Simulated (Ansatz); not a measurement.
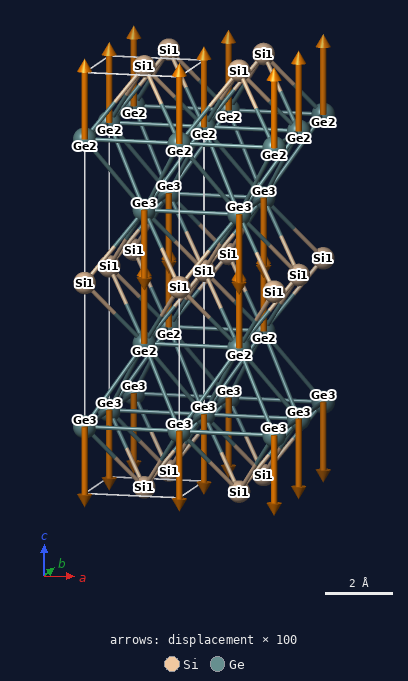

A relaxation of a crystal of SiGe₂ (a generated structure, set up in I4/mmm). The starting structure is drawn; orange arrows show the displacements (the part carried along by the change of the cell is left out), 100 times their true length.

Style: ball-and-stick. Shown: the conventional cell (2 times the calculation's cell), repeated 2 × 2 × 1 with one cell outlined, slightly off an axis. Lengths and directions refer to the drawn axes.

Theory: DFT PBE, scalar-relativistic, plane waves, PAW (Ansatz).

The input:
```yaml
crystal:
  lattice:
    - [-1.4631498319, 1.4631498319, 6.395051445]
    - [1.4631498319, -1.4631498319, 6.395051445]
    - [1.4631498319, 1.4631498319, -6.395051445]
  atoms:
    - { symbol: Si, position: [0.5, 0.5, 0.0] }
    - { symbol: Ge, position: [0.8416682651, 0.8416682651, 0.0] }
    - { symbol: Ge, position: [0.1583317349, 0.1583317349, 0.0] }
basis:
  ecutwfc: 420
kpoints:
  mp_grid: { grid: [22, 22, 22] }
hamiltonian:
  xc: pbe
scf:
  occupations: { method: gaussian, width: 0.1 }
output:
  forces: true
  stress: true
  eigenvalues: true
  write_density: true
  write_potential: true
  elf: true
  volumetric_format: npy
relax:
  adjacent_minimum: "off"
  f_tol: 0.01
  max_steps: 80
  cell: { stress_tol: 0.05 }
```

Command:
```bash
ansatz run input.yaml --threads 1 --pin off --max-ram 2560MiB --backend cpu --events-out ev --progress --plain --runs-dir out
```

Q: Atoms of which element are displaced furthest, and by how much?

A: Germanium: up to 0.024 Å, against 0.000 Å for silicon.

Q: What did the optimiser do to the structure, and how much energy did it gain?

A: The largest moves relative to the cell, 0.024 Å, are those of Ge2 and Ge3. Ge3 goes along −c. Si stays in place. The drawn cell changes as follows: a = b 2.926 → 2.859 Å (−2.3 %), c 12.790 → 13.314 Å (+4.1 %); the volume changes by −0.7 %. Near-neighbour distances that change, for instance: Ge2–Ge3 3.127 → 3.207 Å, Ge2–Ge2 2.926 → 2.859 Å, Si1–Ge2 2.895 → 2.903 Å. The space group stays I4/mmm (No. 139). Over 7 accepted moves (10 points after the start) the energy falls by 10.2 meV per cell of the calculation. The largest force component goes from 0.077 to 0.00017 eV/Å. Pressure: −0.54 GPa at the start and 0.00 GPa at the end. The line search rejected the trial step at point 4 of the run. The SCF was repeated twice at an unchanged geometry on a basis and grid sized afresh for the cell, which shifted the energy by less than 0.05 meV per cell of the calculation at most. Cost: 12 min on 1 thread of Arm Neoverse V1, with other jobs on the host, peak memory 1.1 GiB.
